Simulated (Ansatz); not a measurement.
System: B$_{11}$N$_{12}$ (cell with a defect).

The calculation's input:

```
crystal:
  lattice:
    - [-3.7562920096, 3.6144936715, -3.4815292169]
    - [3.7562920096, 3.6144936715, -3.4815292169]
    - [0.0, -1.4457974686, -6.9630584338]
  atoms:
    - { symbol: B, position: [0.5834274096, 0.916760743, 0.2504703814] }
    - { symbol: B, position: [0.8334274096, 0.166760743, 0.5004703814] }
    - { symbol: B, position: [0.5000940763, 0.5000940763, 0.5004703814] }
    - { symbol: B, position: [0.2500940763, 0.2500940763, 0.2504703814] }
    - { symbol: B, position: [9.40763e-05, 9.40763e-05, 0.0004703814] }
    - { symbol: B, position: [0.7500940763, 0.7500940763, 0.7504703814] }
    - { symbol: B, position: [0.666760743, 0.3334274096, 0.0004703814] }
    - { symbol: B, position: [0.416760743, 0.0834274096, 0.7504703814] }
    - { symbol: B, position: [0.916760743, 0.5834274096, 0.2504703814] }
    - { symbol: B, position: [0.3334274096, 0.666760743, 0.0004703814] }
    - { symbol: B, position: [0.166760743, 0.8334274096, 0.5004703814] }
    - { symbol: "N", position: [0.3334643404, 0.000131007, 0.3339883686] }
    - { symbol: "N", position: [0.750131007, 0.0834643404, 0.0839883686] }
    - { symbol: "N", position: [0.000131007, 0.3334643404, 0.3339883686] }
    - { symbol: "N", position: [0.6667976737, 0.6667976737, 0.3339883686] }
    - { symbol: "N", position: [0.4167976737, 0.4167976737, 0.0839883686] }
    - { symbol: "N", position: [0.1667976737, 0.1667976737, 0.8339883686] }
    - { symbol: "N", position: [0.9167976737, 0.9167976737, 0.5839883686] }
    - { symbol: "N", position: [0.8334643404, 0.500131007, 0.8339883686] }
    - { symbol: "N", position: [0.5834643404, 0.250131007, 0.5839883686] }
    - { symbol: "N", position: [0.0834643404, 0.750131007, 0.0839883686] }
    - { symbol: "N", position: [0.500131007, 0.8334643404, 0.8339883686] }
    - { symbol: "N", position: [0.250131007, 0.5834643404, 0.5839883686] }
basis:
  ecutwfc: 420
kpoints:
  mp_grid: { grid: [4, 4, 4] }
hamiltonian:
  xc: pbesol
scf:
  occupations: { method: gaussian, width: 0.05 }
output:
  forces: true
  stress: true
  eigenvalues: true
  write_density: true
  write_potential: true
  elf: true
  volumetric_format: npy
relax:
  adjacent_minimum: "off"
  f_tol: 0.02
  max_steps: 50
```

Launched as:

```sh
ansatz run input.yaml --threads 4 --pin off --max-ram 9216MiB --backend cpu --events-out ev --progress --plain --runs-dir out
```

The fields are those of the relaxed geometry.

Computed without spin polarisation.

The calculation used Ansatz 0.2.0, DFT PBEsol, scalar-relativistic, plane waves, PAW.

Question: What can the converged valence pseudo-density and electron localisation function tell about the bonding?

Answer: B–N (1.43 Å): ρ is about 1.8 e/Å³ halfway; the ELF peaks at about 0.90 between the atoms.
B–N (1.45 Å): ρ is about 1.8 e/Å³ halfway; the ELF peaks at about 0.90 between the atoms.

Question: Metal or insulator at this level of theory?

Answer: It is gapless in this calculation (a metal or semimetal).

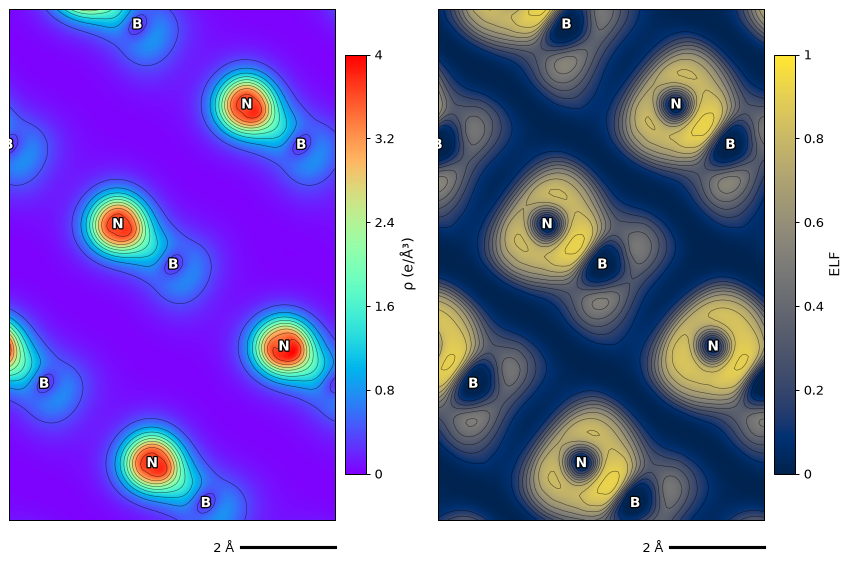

Computed valence pseudo-density and electron localisation function on the (101̄) plane of the calculation cell, in this order. 
